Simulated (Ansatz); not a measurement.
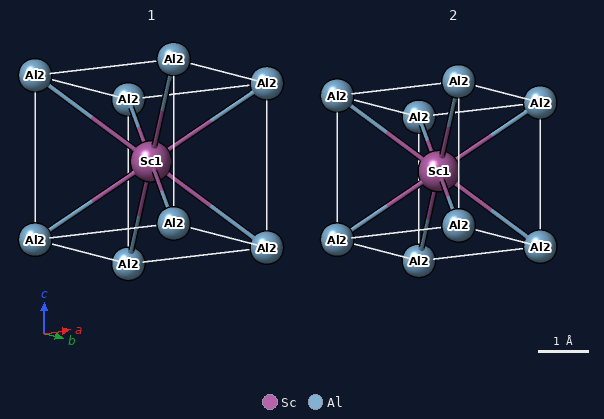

Two geometries of crystalline ScAl (set up in Pm-3m), drawn at one scale. One is the start of a relaxation, the other its converged end. The picture is a ball-and-stick view of the cell of the calculation, seen from a free direction.

All numbers below come from DFT r2SCAN, scalar-relativistic, plane waves, PAW in Ansatz. Settings: plane-wave cutoff 500 eV; k-point mesh 1 × 1 × 1; occupations gaussian; smearing width 0.1 eV; no spin polarisation; cell and atoms relaxed; force threshold 0.01 eV/Å; at most 60 steps.

> Which geometry has the lower energy?

Structure 2 is the relaxed one. Case: relaxed kmesh: [1, 1, 1] Gamma-centred. No atom moves by more than 0.005 Å relative to the cell. Cell: a = b = c 3.370 → 2.955 Å (−12.3 %). Volume −32.6 %. Some distances before and after: Sc1–Sc1 3.370 → 2.955 Å, Sc1–Al2 2.919 → 2.559 Å. The space group stays Pm-3m (No. 221). The energy falls by 845 meV per atom in 5 accepted moves (6 points after the start). All forces vanish by symmetry, so only the cell relaxes. The pressure goes from −30.97 to −0.04 GPa. At 1 point the geometry stayed and the basis and grid were re-selected for the new cell (energy shift of 1.1 meV per atom at most each time). The run took 14 s on 1 thread of Intel(R) Xeon(R) Processor @ 2.50GHz (Skylake/Cascade Lake) (shared host), peak memory 0.37 GiB.

Limits of the set-up: the k-point mesh is coarse for a cell with partly filled bands.
